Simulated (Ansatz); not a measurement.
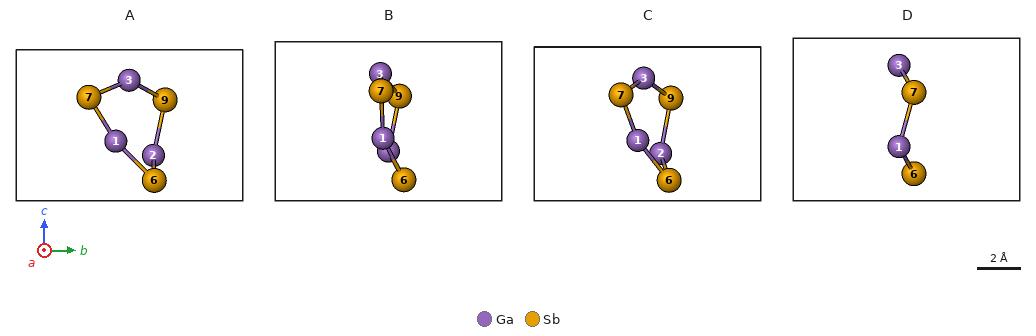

4 geometries from one relaxation of a wire of composition GaSb, in shuffled order. The picture is a ball-and-stick view of the cell of the calculation, with the vacuum cut short, seen along the a axis.

Case: armchair ribbon, 5 formula units a period.

Level of theory: DFT PBE, scalar-relativistic, plane waves, PAW in Ansatz. Set-up: plane-wave cutoff 420 eV; k-point mesh 1 × 1 × 5; occupations gaussian; smearing width 0.05 eV; no spin polarisation; cell relaxed at fixed a, b, alpha, beta, gamma; force threshold 0.02 eV/Å; at most 45 steps.

Put them in the order of the run, from the start to the converged end.

D, B, C, A. They are steps 0, 6, 11, 23, at +2.369 eV per cell of the calculation, +0.488 eV per cell of the calculation, +0.129 eV per cell of the calculation relative to the last. After 20 accepted moves (23 points after the start) the energy has fallen by 2.369 eV per cell of the calculation. The largest force component goes from 0.64 to 0.0075 eV/Å. The line search rejected the trial steps at points 18, 21 of the run. The SCF was repeated once at an unchanged geometry on a basis and grid sized afresh for the cell, which shifted the energy by 4.4 meV per cell of the calculation at most. The largest moves relative to the centre of the atoms, 2.42 Å, are those of Sb atoms. By element the largest moves are Sb 2.42 Å, Ga 1.64 Å. Along the periodic axis the drawn cell goes c 7.579 → 7.035 Å (−7.2 %). Near-neighbour distances that change, for instance: Ga–Sb 2.621 → 2.487 Å, Ga–Sb 2.621 → 2.683 Å, Ga–Sb 2.621 → 2.584 Å, Ga–Sb 2.621 → 2.636 Å. Among the angles between lasting bonds that change: Sb–Ga–Sb 113.2° → 166.4°, Ga–Sb–Ga 113.2° → 74.1°, Ga–Sb–Ga 113.2° → 80.7°.
